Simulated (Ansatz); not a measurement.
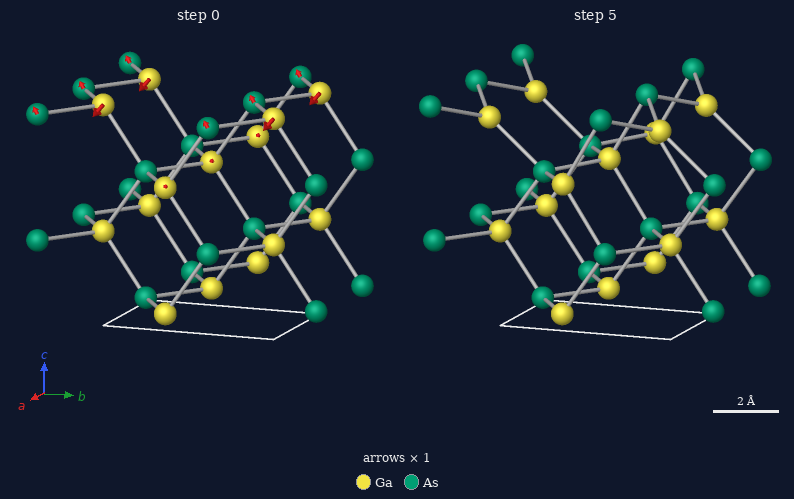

The structure of a slab of composition GaAs (cut from the F-43m phase) before (left) and after (right) a constrained relaxation, at one scale. The red arrows give the displacements, at their true length.

A ball-and-stick model of the cell of the calculation, outlined in the plane, without the vacuum, seen slightly off an axis.

Case: clean slab, lower half held. The slab is the (1 1 0) face of GaAs. 4 atoms are held fixed.

Theory: DFT PBEsol, scalar-relativistic, plane waves, PAW in Ansatz 0.2.0.

The input:
```yaml
crystal:
  lattice:
    - [4.0010046536, 0.0, 0.0]
    - [0.0, 5.6582750442, 0.0]
    - [0.0, 0.0, 23.0015069804]
  atoms:
    - { symbol: Ga, position: [0.5, 0.5, 0.3695410047] }
    - { symbol: As, position: [0.0, 0.25, 0.3695410047] }
    - { symbol: Ga, position: [0.0, 0.0, 0.4565136682] }
    - { symbol: As, position: [0.5, 0.75, 0.4565136682] }
    - { symbol: Ga, position: [0.5, 0.5, 0.5434863318] }
    - { symbol: As, position: [0.0, 0.25, 0.5434863318] }
    - { symbol: Ga, position: [0.0, 0.0, 0.6304589953] }
    - { symbol: As, position: [0.5, 0.75, 0.6304589953] }
basis:
  ecutwfc: 420
kpoints:
  mp_grid: { grid: [7, 5, 1] }
hamiltonian:
  xc: pbesol
scf:
  occupations: { method: gaussian, width: 0.05 }
output:
  forces: true
  eigenvalues: true
  write_density: true
  write_potential: true
  elf: true
  volumetric_format: npy
relax:
  adjacent_minimum: "off"
  f_tol: 0.03
  max_steps: 70
  constraints: [{ sites: [0, 1, 2, 3] }]
efield:
  axis: 3
  dipole_correction: true
  ramp_width: 0.04
```

Launched with:
```bash
ansatz run input.yaml --threads 2 --pin off --max-ram 5120MiB --backend cpu --events-out ev --progress --plain --runs-dir out
```

Q: Summarise the run.

A: Over 4 accepted moves (5 points after the start) the energy falls by 0.557 eV per cell of the calculation. Largest force component: 1.2 eV/Å at the start, 0.019 eV/Å at the end. 1 step only repeated the SCF at the same geometry. The atom that moves furthest is Ga7 (0.54 Å at 40° to the normal (−c side)). Largest moves by element: Ga 0.54 Å, As 0.27 Å. The lattice vectors keep their values. Near-neighbour distances that change, for instance: As4–Ga5 2.450 → 2.528 Å, As6–Ga7 2.450 → 2.404 Å, Ga7–As8 2.450 → 2.423 Å, Ga3–As6 2.450 → 2.477 Å. Bond angles that change, for instance: Ga5–As8–Ga7 109.5° → 91.2°, Ga3–As6–Ga7 109.5° → 95.1°, As6–Ga7–As8 109.5° → 123.4°. Cost: 2.3 min on 2 threads of Intel(R) Xeon(R) Platinum 8488C (Sapphire Rapids), with other jobs on the host, peak memory 1 GiB.
